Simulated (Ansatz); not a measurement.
## Energy of Bi$_{2}$Se$_{3}$ along an even scaling of the cell

System: Bi$_{2}$Se$_{3}$ (5 atoms in the cell).
Method: Kohn-Sham DFT of a periodic cell, exchange-only PBE, Ansatz PAW, no spin polarisation (Ansatz 0.2.0).

The 7 runs differ only in the geometry, by an even scaling of the cell at fixed fractional positions. The structure derives from an entry of the Crystallography Open Database.

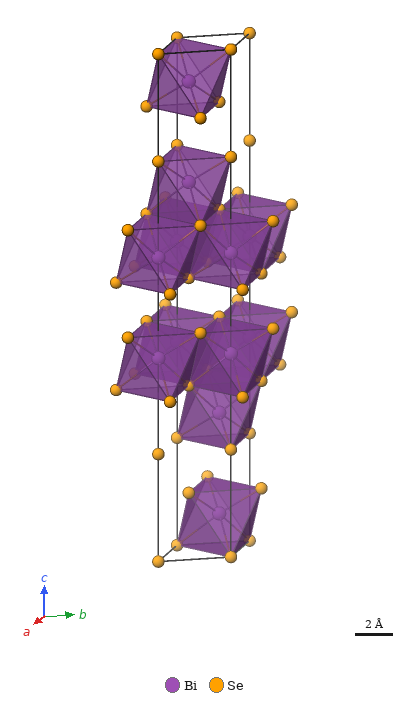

Figure 1. The structure of run 4 (polyhedral view of the cell 3 times as large as that of the calculation, set on its symmetry axes, seen slightly off an axis; polyhedra are completed across the faces of the cell).

## Input of run 4
```yaml
crystal:
  lattice:
    - [2.0715, 1.1959810826, 9.5453333333]
    - [-2.0715, 1.1959810826, 9.5453333333]
    - [0.0, -2.3919621653, 9.5453333333]
  atoms:
    - { symbol: Bi, position: [0.5992, 0.5992, 0.5992] }
    - { symbol: Bi, position: [0.4008, 0.4008, 0.4008] }
    - { symbol: Se, position: [0.7883, 0.7883, 0.7883] }
    - { symbol: Se, position: [0.2117, 0.2117, 0.2117] }
    - { symbol: Se, position: [0.0, 0.0, 0.0] }
hamiltonian:
  xc: { exchange: pbe, correlation: none }
  pseudopotentials: { kind: paw }
kpoints:
  mp_grid: { grid: [8, 8, 8] }
scf:
  occupations: { method: fermi_dirac, width: 0.05 }
output:
  forces: true
  stress: true
  eigenvalues: true
```

Command:
```bash
ansatz run input.yaml --threads 2 --pin off --max-ram 5120MiB --backend cpu --events-out ev --progress --plain --runs-dir out
```

Run 6 differs from it as follows:
```diff
-    - [2.0715, 1.1959810826, 9.5453333333]
-    - [-2.0715, 1.1959810826, 9.5453333333]
-    - [0.0, -2.3919621653, 9.5453333333]
+    - [2.098759705, 1.2117194806, 9.6709442292]
+    - [-2.098759705, 1.2117194806, 9.6709442292]
+    - [0.0, -2.4234389614, 9.6709442292]
```

## Results, with one run withheld

```tsv
run	volume per atom (Å³)	free energy per atom, from the lowest run given (meV)	pressure (GPa)	gap on the mesh (eV)
1	26.675	258.82	17.85	0.25
2	27.243	199.49	15.68	0.27
3	27.810	147.46	13.72	0.28
4	28.378	102.08	11.93	0.29
5	28.946	62.73	10.31	0.30
6	29.513	?	?	?
7	30.081	0.00	7.49	0.32
```

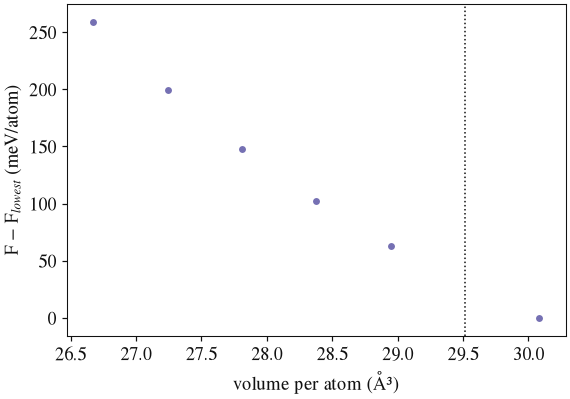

Figure 2. Free energy per atom of the runs given; the dotted line marks run 6.

What should run 6 give?

A cubic polynomial in V^(−2/3) (the Birch–Murnaghan form), fitted to the 6 runs given, misses them by at most 0.04 meV per atom. With x = V^(−2/3) − 0.10806 Å⁻², it reads F = 119.43 + 30784 x + 1.1277e+06 x² + 2.2293e+06 x³ (meV per atom). At run 6 it gives 28.89 meV per atom, and the run itself gives 28.87. The slope of the fit gives a pressure −dF/dV of 8.83 GPa there, and the run prints 8.83 GPa. The fit has no minimum inside this range. The gap on the mesh goes, without turning, from 0.25 eV in run 1 to 0.32 eV in run 7; run 6 has 0.31 eV. These are gaps of this functional on this mesh, which can miss the band edges; they aren't the measured gap.

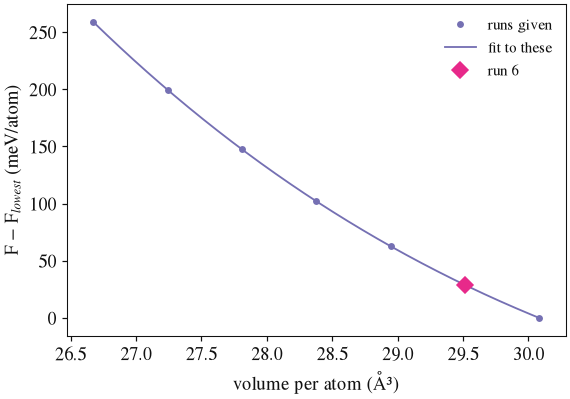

Figure 3. The fit and the withheld run.

## Output, shortened to warnings, some set-up lines, iterations and results (run 6)
```
Basis set: ecut = 420 eV, 2835 PW (Γ), FFT grids on a1−a3, a2−a3, a3, exchange–correlation on 60×60×144 points (8 copies of the dense FFT grid, shifted against one another)
Symmetry: 12 space group operations
k-points: 65 of 512
Initial density: superposition of atomic densities (neutral atoms: chi_scale 0, normalization atom), corrected by the library's trained network
[...]
SCF iter   1: F=—  HF=-40787.219019 eV  |F-HF|=—  |Δ(HF+E_count)|=         —  Δρ=5.63e-3  dr2=6.73e-2  ethr=1.77e-3  ⟨swp⟩=8.3  Hψ=12913  notcnv=0  defer=4
SCF iter   2: F=—  HF=-40787.198484 eV  |F-HF|=—  |Δ(HF+E_count)|=   2.05e-2  Δρ=2.26e-3  dr2=9.45e-3  ethr=8.63e-5  ⟨swp⟩=3.0  Hψ=6534  notcnv=0  defer=93
SCF iter   3: F=—  HF=-40787.197486 eV  |F-HF|=—  |Δ(HF+E_count)|=   9.99e-4  Δρ=9.79e-4  dr2=4.25e-3  ethr=1.21e-5  ⟨swp⟩=2.1  Hψ=5791  notcnv=0  defer=28
SCF iter   4: F=—  HF=-40787.197320 eV  |F-HF|=—  |Δ(HF+E_count)|=   1.66e-4  Δρ=4.52e-4  dr2=4.62e-4  ethr=5.44e-6  ⟨swp⟩=1.5  Hψ=3094  notcnv=0  defer=28
SCF iter   5: F=—  HF=-40787.197573 eV  |F-HF|=—  |Δ(HF+E_count)|=   2.54e-4  Δρ=9.66e-5  dr2=2.13e-5  ethr=5.93e-7  ⟨swp⟩=2.0  Hψ=4847  notcnv=0  defer=28
SCF iter   6: F=—  HF=-40787.197611 eV  |F-HF|=—  |Δ(HF+E_count)|=   3.73e-5  Δρ=4.18e-5  dr2=2.73e-6  ethr=2.73e-8  ⟨swp⟩=2.0  Hψ=5497  notcnv=0  defer=28
SCF iter   7: F=—  HF=-40787.197615 eV  |F-HF|=—  |Δ(HF+E_count)|=   4.86e-6  Δρ=1.24e-5  dr2=2.53e-7  ethr=3.50e-9  ⟨swp⟩=2.0  Hψ=4850  notcnv=0  defer=28
SCF iter   8: F=-40787.197616 eV  HF=-40787.197616 eV  |F-HF|=3.47e-8  |Δ(HF+E_count)|=   5.28e-7  Δρ=3.62e-6  dr2=1.79e-8  ethr=1.28e-10  ⟨swp⟩=7.9  Hψ=13385  notcnv=0
SCF 1 converged in 8 iterations: F = -40787.197616 eV  dr2 = 1.79e-8
SCF converged after 8 iterations
Free energy (F): -40787.197616 eV
Harris-Foulkes:  -40787.197616 eV  (|F-HF|=3.47e-8)
Internal energy: -40787.197502 eV  (E = F + TS)
E sigma→0 (E₀):  -40787.197559 eV
Entropy (-TS):   -0.000114 eV (-0.023 meV/atom)
Fermi energy:    10.081981 eV
--- Per-component energies (eV) ---
  E_band       = -1250.962468
  E_kinetic    = 959.495827
  E_local      = -10499.428659  (includes V_loc(G=0)·N_el)
  E_nonlocal   = -694.605673
  E_hartree    = 4678.499020
  E_xc         = -561.591127
  E_vxc        = -527.552057  (∫ρ·V_xc dr)
  E_paw        = -26701.512933  (= ΣΔE_a)
  E_vpaw       = 154.134853  (= ΣTr[D̂ρ^β])
  E_aug_tail   = -0.002743  (compensation charges beyond the density's cutoff)
  E_ewald      = -7969.502676
  E_core_change = 1.451461  (= ΣΔE_core)
  E_smearing   = -0.000114  (= −TS)
  E_closure    = -0.000000  (closes the sum)
  Σ components = -40787.197616   (vs F -40787.197616, Δ=0.00e0)
--- Forces (eV/Å), atoms counted from 1 ---
  atom   1  Bi    -0.00000000    -0.00000000     0.07565798
  atom   2  Bi     0.00000000     0.00000000    -0.07565798
  atom   3  Se    -0.00000000    -0.00000000     0.32357464
  atom   4  Se     0.00000000     0.00000000    -0.32357464
  atom   5  Se     0.00000000     0.00000000    -0.00000000
  max |Σ_I F_I| component: 5.55e-17 eV/Å
--- Stress (GPa, compression-positive) ---
        8.932162       0.000000      -0.000000
        0.000000       8.932162       0.000000
       -0.000000       0.000000       8.630683
  P = ⅓ Tr σ = 8.8317 GPa (88.317 kbar)
```

Notes: Points of doubt noted for this run: forces on files of another functional. Spin–orbit coupling is left out, which matters for Bi.
